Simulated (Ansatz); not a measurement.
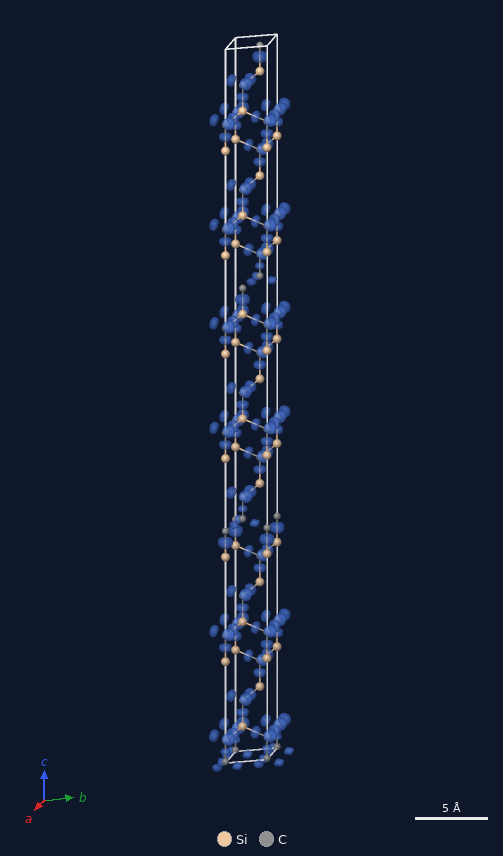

Figure 1: Si3C4. Isosurface of the electron localisation function at 0.85 (blue), seen slightly off an axis. Core shells and regions of very low density are left out. Sticks mark near contacts.

Space group R3m; a generated structure, not necessarily the stable one.

These are results of Ansatz, DFT PBE, scalar-relativistic, plane waves, PAW, not measurements.

Core electrons are frozen (PAW), and the valence fields are smoothed inside the atomic spheres.

```
Si C
1.0
     3.03740    0.00000    0.00000
    -1.51870    2.63047    0.00000
     0.00000    0.00000   51.97019
Si C
18 24
Cartesian
  0.0000 1.7537 4.8478
  0.0000 0.0000 22.1710
  1.5187 0.8768 39.4942
  1.5187 0.8768 2.3111
  0.0000 1.7537 19.6349
  0.0000 0.0000 36.9581
  0.0000 0.0000 14.9950
  1.5187 0.8768 32.3187
  0.0000 1.7537 49.6419
  0.0000 1.7537 12.4640
  0.0000 0.0000 29.7872
  1.5187 0.8768 47.1110
  0.0000 0.0000 7.3865
  1.5187 0.8768 24.7097
  0.0000 1.7537 42.0335
  1.5187 0.8768 9.9253
  0.0000 1.7537 27.2485
  0.0000 0.0000 44.5722
  1.5187 0.8768 4.1987
  0.0000 1.7537 21.5219
  0.0000 0.0000 38.8451
  0.0000 0.0000 0.1003
  1.5187 0.8768 17.4240
  0.0000 1.7537 34.7473
  0.0000 0.0000 16.8836
  1.5187 0.8768 34.2073
  0.0000 1.7537 51.5305
  0.0000 0.0000 1.6412
  1.5187 0.8768 18.9650
  0.0000 1.7537 36.2882
  0.0000 1.7537 14.3536
  0.0000 0.0000 31.6769
  1.5187 0.8768 49.0006
  1.5187 0.8768 11.8139
  0.0000 1.7537 29.1376
  0.0000 0.0000 46.4608
  0.0000 1.7537 6.7364
  0.0000 0.0000 24.0596
  1.5187 0.8768 41.3828
  0.0000 0.0000 9.2751
  1.5187 0.8768 26.5989
  0.0000 1.7537 43.9221
```

Where are the electrons localised?

The ELF exceeds this value in three regions between bonded C–C atoms (shared pairs), 72 regions between bonded C–Si atoms (shared pairs) and nine regions wrapped around C (the valence shell of each), counted in one cell of 42 atoms. Regions shared between cells count once. Profiles from the grid: C–C (1.54 Å): the ELF peaks at about 0.95 between the atoms; a covalent bond. Si–C (1.87 Å): the ELF peaks at about 0.95 between the atoms: a covalent bond.

Does the calculation make it a metal, or give it a gap?

It is gapped, with a Kohn–Sham gap of 1.1 eV on the k-point mesh (the band edges may lie off the mesh, which would make the gap smaller).
